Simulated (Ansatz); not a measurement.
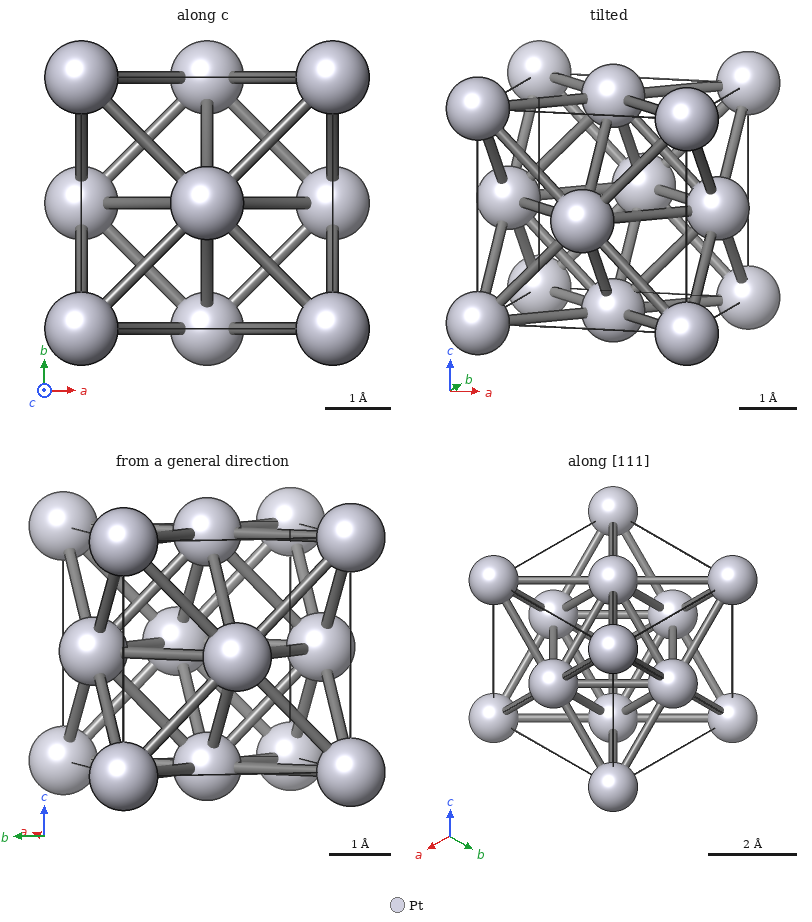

We look at a ball-and-stick model of the crystal along the c axis, slightly off an axis, from a general direction and along [111]. The conventional unit cell is outlined; an atom on or near a face, edge or corner is repeated at each equivalent position.

The bonds drawn are Pt–Pt up to 3.06 Å (cut-off distances).

What is the number of atoms per cell?

4 (platinum), counting shared atoms by their share.

Identify the Bravais lattice.

Face-centred cubic.

Is the bonded network molecular, chain-like, layered or three-dimensional?

The bonds build a three-dimensional framework.

Its origin is the standard structure of this element. The cell was then strained or its atoms displaced on purpose. It went into a calculation with Ansatz.

At this level of theory the cell isn't at rest (compressed, at 6 GPa), so its distances can differ from those at equilibrium, the more so the softer the solid.
